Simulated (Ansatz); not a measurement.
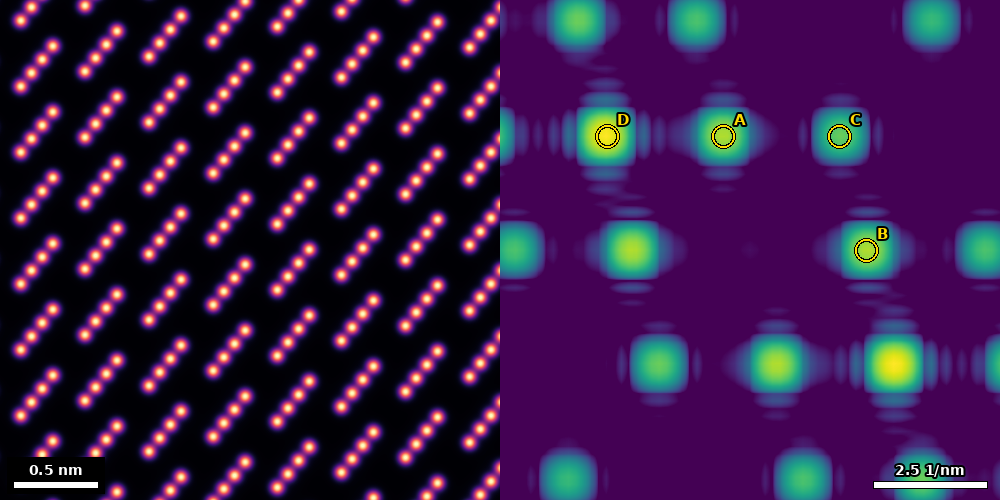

Z-contrast image of Br (P6_3/mmc, No. 194) along [211]. The image is simulated as a sum over atoms of Z^1.7, blurred by a 0.65 Å probe (no channelling). The probe carries 15 % of its weight in a tail 2.5 times as wide. Model: the end point of a relaxation with DFT PBE, scalar-relativistic, plane waves, PAW (Ansatz 0.2.0); the starting structure was generated, so it need not be a known form of this composition.

The right panel is the modulus of the image's Fourier transform on a logarithmic scale.

a = 4.911 Å, b = 4.911 Å, c = 9.024 Å, α = 90.00°, β = 90.00°, γ = 120.00°

**Index the marked spots and give their plane spacings (the zone axis points at the viewer; indices equivalent by symmetry, or all signs reversed, are as good).**

A: (0 -1 1), d = 3.85 Å; B: (-1 1 1), d = 3.85 Å; C: (-1 0 2), d = 3.09 Å; D: (1 -2 0), d = 2.46 Å. A and B enclose 103°, and every spot obeys the zone law hu + kv + lw = 0 for [211].
